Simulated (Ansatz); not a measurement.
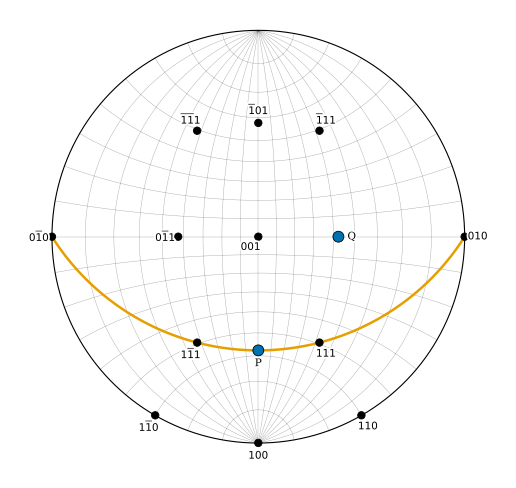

For Ti, coordinates from a relaxation with Ansatz, DFT, PBEsol, plane waves (420 eV) with PAW, scalar-relativistic; the starting structure was generated, so it need not be a known form of this composition: stereographic projection of plane normals (upper hemisphere) centred on (0 0 1). The drawing is computed from the coordinates (standard cell, symmetry found to 0.002 Å).

a = 2.901 Å, b = 5.026 Å, c = 4.594 Å, α = 90.00°, β = 90.03°, γ = 90.00°.

**Index the poles marked P, Q.**

P is (1 0 1), 57.7° from the centre; Q is (0 1 1), 42.4° from the centre.

**Which zone does the coloured great circle trace?**

The zone [1 0 −1]: its poles satisfy h − l = 0.

**What is the angle between the normals of (1 0 1) and (1 −1 0), and what are their d_hkl = 1/|g|?**

42.9°; d = 2.452 Å and 2.512 Å.
